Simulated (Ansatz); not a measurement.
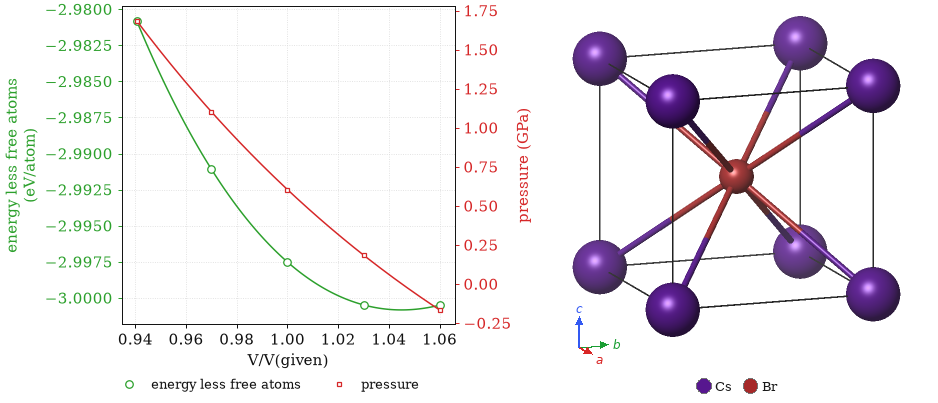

Energy less free atoms and pressure against V/V(given) for CsBr, space group Pm-3m (No. 221). The conventional cell is drawn beside the plot.

V(given) is 40.47 Å³/atom.

A third-order Birch–Murnaghan fit gives V0 = 42.29 Å³/atom, B0 = 12.5 GPa and B′ = 4.5. The energy less free atoms is −2.9808 eV/atom at V/V(given) 0.941 and −3.0005 eV/atom at 1.060; the lowest computed point is at V/V(given) 1.030 (−3.0005 eV/atom), and no other minimum shows among the points. The pressure falls from 1.685 GPa at V/V(given) 0.941 to −0.166 GPa at 1.060, and changes sign near 1.046.

Calculation (Ansatz 0.2.0): periodic Kohn-Sham DFT of a crystal at fixed atoms, scaled to the stated factor times the given cell; pressure positive in compression, energy less spherical unpolarised free atoms. Level: PBE.

| setting | value |
| --- | --- |
| method | all-electron LAPW |
| relativity | scalar |
| k mesh | 6×6×6 |
| occupations | Fermi–Dirac |
| smearing width | 0.02 eV |
| basis error target | 0.25 (meV/atom) |
| nucleus | Gaussian |

Cell as given: a = 4.326 Å, b = 4.326 Å, c = 4.326 Å, α = 90.00°, β = 90.00°, γ = 90.00°; 2 atoms.

Limits of the calculation: no spin-orbit coupling on heavy atoms.

Input of one of the runs behind the figure:
```
crystal:
  lattice:
    - [4.32562222, 0.0, 0.0]
    - [0.0, 4.32562222, 0.0]
    - [0.0, 0.0, 4.32562222]
  atoms:
    - { symbol: Cs, position: [0.0, 0.0, 0.0] }
    - { symbol: Br, position: [0.5, 0.5, 0.5] }
kpoints:
  mp_grid: { grid: [6, 6, 6] }
  band_path:
    path:
      - [0.0, 0.0, 0.0]
      - [0.0, 0.5, 0.0]
      - [0.5, 0.5, 0.0]
      - [0.0, 0.0, 0.0]
      - [0.5, 0.5, 0.5]
      - [0.0, 0.5, 0.0]
      - [0.5, 0.5, 0.5]
      - [0.5, 0.5, 0.0]
    npoints: 14
scf:
  occupations: { method: fermi_dirac, width: 0.02 }
hamiltonian:
  xc: pbe
  pseudopotentials: { kind: all_electron, lapw: { basis_error: 0.00025 } }
output:
  forces: true
  stress: true
  eigenvalues: true
  fatbands: true
  populations: true
  dos: { projected: true, de: 0.2, e_range: [-14, 8] }
```

Command:
```bash
ansatz run input.yaml --threads 1 --pin off --max-ram 2048MiB --backend cpu --events-out ev --progress --plain --runs-dir out
```
